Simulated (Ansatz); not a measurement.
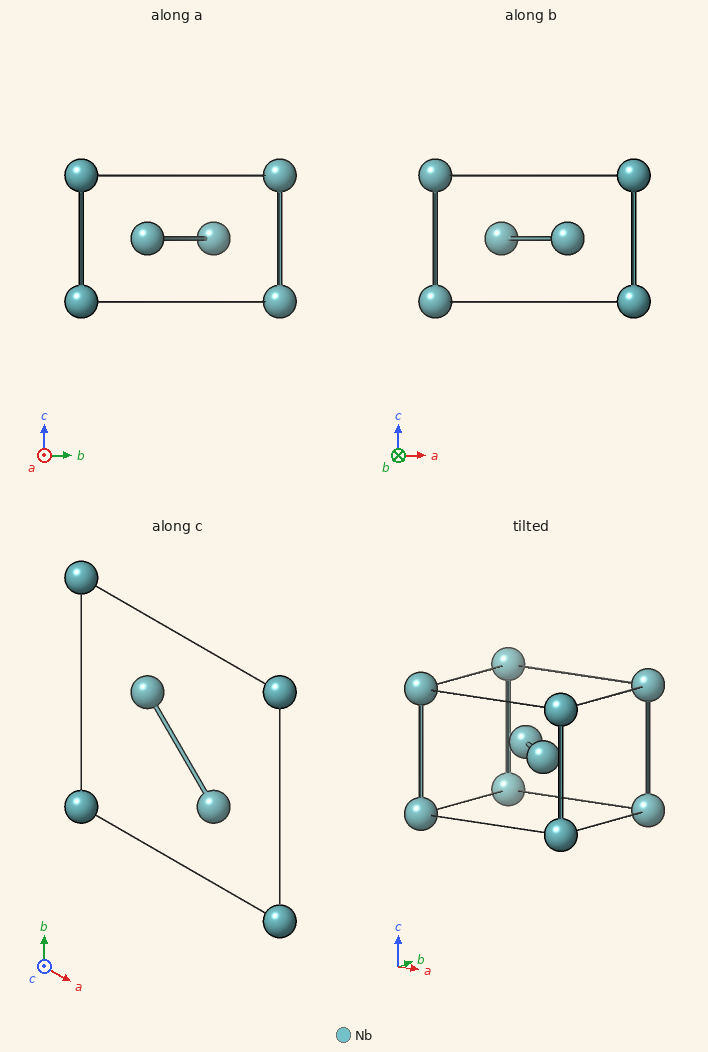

The crystal in a ball-and-stick representation, seen along the a axis, along the b axis, along the c axis and slightly off an axis. The box is the conventional unit cell; atoms on or close to its faces, edges and corners are drawn wherever they repeat.

Lattice parameters: a = 4.817 Å, b = 4.817 Å, c = 2.652 Å, α = 90.00°, β = 90.00°, γ = 120.00°. Put a along x and b in the xy plane.

### Express the structure as a POSCAR file.

```
Nb
1.0
     4.817    0.000    0.000
    -2.408    4.172    0.000
     0.000    0.000    2.652
Nb
3
Direct
  0.0000 0.0000 0.0000
  0.3333 0.6667 0.5000
  0.6667 0.3333 0.5000
```

The structure was taken from a structure type filled with this element by a generator (whether the element takes this form wasn't checked). Earlier steps of the study may have refined or changed the cell and positions. It was the input of a calculation with Ansatz.

At this level of theory the cell isn't at rest (compressed, at 7 GPa), so its distances can differ from those at equilibrium, the more so the softer the solid.
